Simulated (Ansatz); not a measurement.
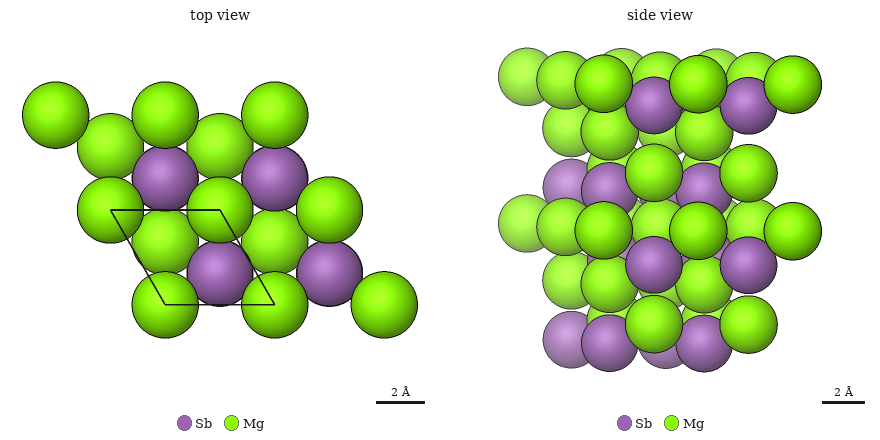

Mg3Sb2(001) (P-3m1 bulk, 10 atomic planes (those closer than 0.6 Å count as one), 13 Å, Mg-terminated), seen from above and from the side.

Level of theory: Ansatz, DFT PBE, scalar-relativistic, plane waves, PAW. Cutoff 420 eV, 15 × 15 k-points, Gaussian smearing 0.05 eV, dipole correction. The slab is a cut without reconstruction beyond its cell, at the source's lattice constants, with its lower half held fixed and the rest relaxed. No spin polarisation. Spin–orbit coupling is left out; with Sb it can shift levels and gaps. The run couldn't confirm all of its levels under its output density. The run warns that the functional's potential is rough in the thin density of the vacuum, where the tip is; weak contrasts and barriers may feel it.

The STM signal is simulated in the Tersoff–Hamann approximation. Bias windows are sharp sums over the levels of the k mesh.

```cif
data_structure
_symmetry_space_group_name_H-M 'P 1'
_symmetry_Int_Tables_number 1
_cell_length_a 4.5820
_cell_length_b 4.5820
_cell_length_c 30.7857
_cell_angle_alpha 90.000
_cell_angle_beta 90.000
_cell_angle_gamma 120.000
_cell_volume 559.74
loop_
_atom_site_label
_atom_site_type_symbol
_atom_site_fract_x
_atom_site_fract_y
_atom_site_fract_z
_atom_site_occupancy
Sb1 Sb 0.33333 0.66667 0.29234 1
Mg1 Mg 0.66667 0.33333 0.32411 1
Mg2 Mg 0.33333 0.66667 0.38529 1
Sb2 Sb 0.66667 0.33333 0.41706 1
Mg3 Mg 0.00000 0.00000 0.47235 1
Sb3 Sb 0.33333 0.66667 0.53080 1
Mg4 Mg 0.66667 0.33333 0.56114 1
Mg5 Mg 0.33333 0.66667 0.62397 1
Sb4 Sb 0.66667 0.33333 0.66677 1
Mg6 Mg 0.00000 0.00000 0.70206 1
```

The last single point, restarted from the relaxation's density, took 2.8 min on 2 threads of Arm Neoverse N1, with other jobs on the host, peak memory 1.2 GiB.

### Predict the constant-height image 3.5 Å above the topmost atom at −0.50 V.

The brightest spots lie over the top Mg atoms; the darkest points are over the Sb atoms 1.1 Å below the top plane. The brightest point carries 4.7 times the current of the darkest.

### What does a constant-height image 5.0 Å above the topmost atom show at +1.50 V?

The brightest spots lie over the top Mg atoms; the darkest points are over the Sb atoms 1.1 Å below the top plane. The brightest point carries 1.3 times the current of the darkest.

The computed images, with the atoms seen from above drawn over one corner (deeper ones smaller):

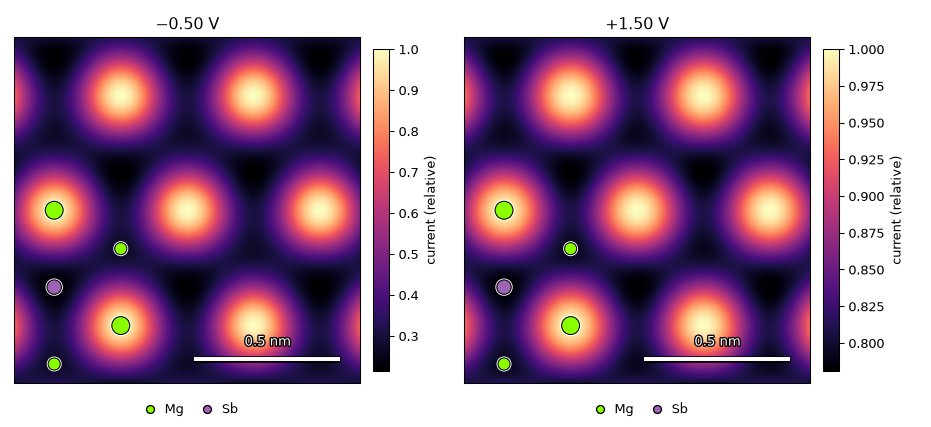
